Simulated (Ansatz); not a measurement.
**Si$_{16}$O (cell with a defect): density, localisation and related maps**

```yaml
crystal:
  lattice:
    - [0.00000, 5.43000, 5.43000]
    - [5.43000, 0.00000, 5.43000]
    - [5.43000, 5.43000, 0.00000]
  atoms:
    - { symbol: Si, position: [0.00273, 0.99786, 0.00048] }
    - { symbol: Si, position: [0.10681, 0.14202, 0.12799] }
    - { symbol: Si, position: [0.99601, 0.00015, 0.50213] }
    - { symbol: Si, position: [0.13690, 0.10844, 0.62705] }
    - { symbol: Si, position: [0.98692, 0.51751, 0.99855] }
    - { symbol: Si, position: [0.12254, 0.62799, 0.12593] }
    - { symbol: Si, position: [0.01664, 0.48409, 0.50185] }
    - { symbol: Si, position: [0.12693, 0.62555, 0.62429] }
    - { symbol: Si, position: [0.48037, 0.05380, 0.99421] }
    - { symbol: Si, position: [0.63742, 0.07793, 0.16897] }
    - { symbol: Si, position: [0.50995, 0.94451, 0.54008] }
    - { symbol: Si, position: [0.62100, 0.12519, 0.62311] }
    - { symbol: Si, position: [0.48812, 0.54559, 0.01002] }
    - { symbol: Si, position: [0.61372, 0.68141, 0.11960] }
    - { symbol: Si, position: [0.50203, 0.50112, 0.49470] }
    - { symbol: Si, position: [0.64308, 0.57260, 0.65327] }
    - { symbol: O, position: [0.56251, 0.31175, 0.19153] }
```

The program warned that a starting moment wasn't kept; spin-polarised, but the moments vanished.

Method: Ansatz 0.2.0, DFT PBEsol, scalar-relativistic, plane waves, PAW.

In a PAW calculation such maps are meaningful between the atoms, not at the nuclei.

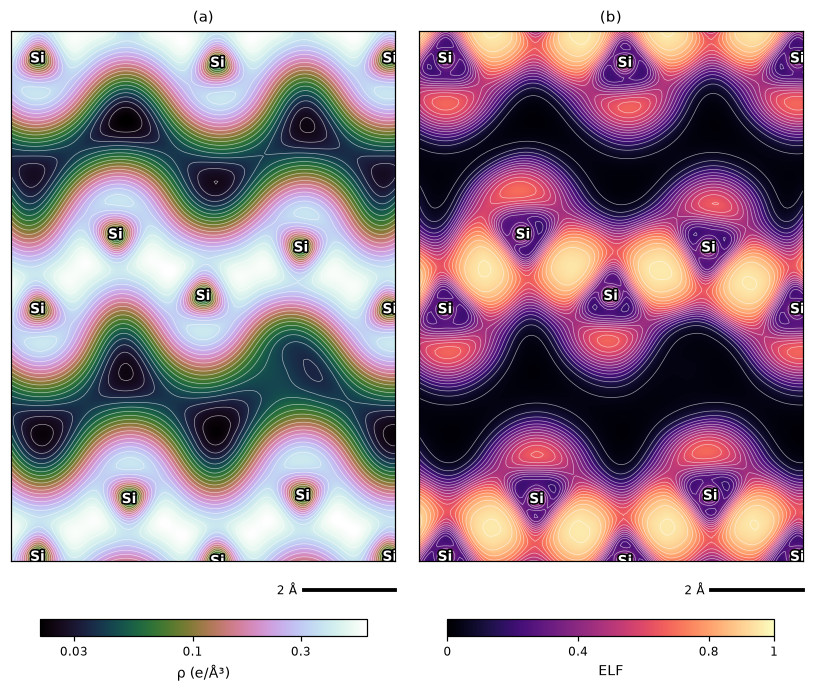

Figure 1. (a) valence pseudo-density; (b) electron localisation function on the (101̄) plane of the calculation cell.

Question: Read the bonding off the picture.

Answer: The section cuts through Si sites. Si–Si (2.32 Å): ρ is about 0.59 e/Å³ halfway; the ELF peaks at about 0.95 between the atoms (a shared electron pair). Si–Si (2.36 Å): ρ at the midpoint is about 0.56 e/Å³; the ELF peaks at about 0.95 between the atoms: a shared electron pair. Between the atoms the lowest density in this plane is 0.02 e/Å³.

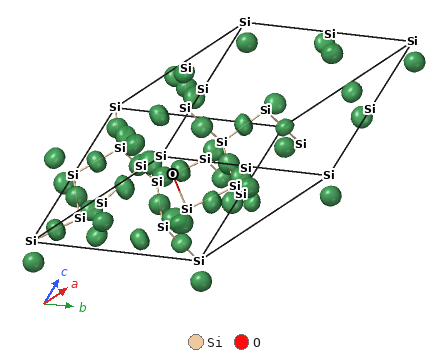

Figure 2. Isosurface of the ELF at 0.9 (green), seen at an oblique angle. Only the valence region is drawn (cores and ρ < 0.01 e/Å³ removed). Sticks mark near contacts.

Question: Where are the electrons localised?

Answer: At this value the surface marks out 31 regions between bonded Si–Si atoms (shared pairs), counted in one cell of 17 atoms. Any copies at cell faces, edges or corners count once. Profiles from the grid: Si–O (1.66 Å): the ELF peaks at about 0.85 between the atoms: a shared but strongly polarised pair.
